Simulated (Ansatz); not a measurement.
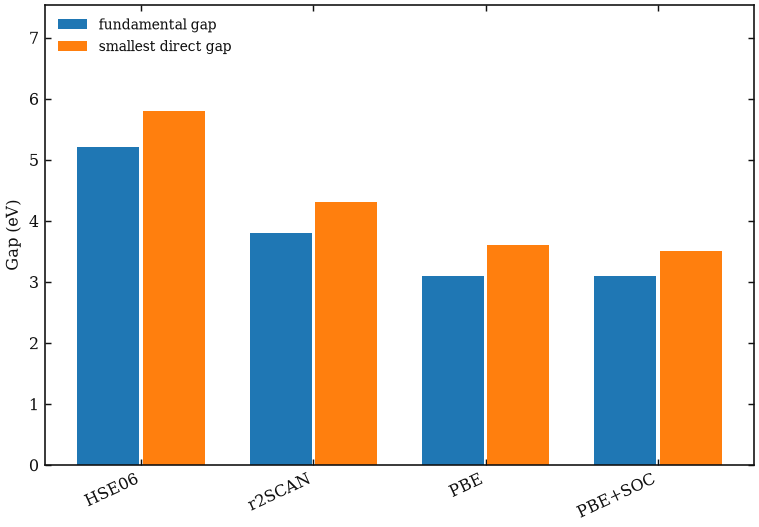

Gaps of CdF₂, space group Fm-3m (No. 225), 3 atoms in the cell, fluorite type, at several levels of theory on one cell (Ansatz, plane waves and PAW; edges over the mesh and the special points).

Question: How does the gap depend on the level, and does its kind change?

Answer: In rising order: PBE+SOC 3.10 eV, PBE 3.10 eV, r2SCAN 3.79 eV and HSE06 5.21 eV. It is indirect at every level.
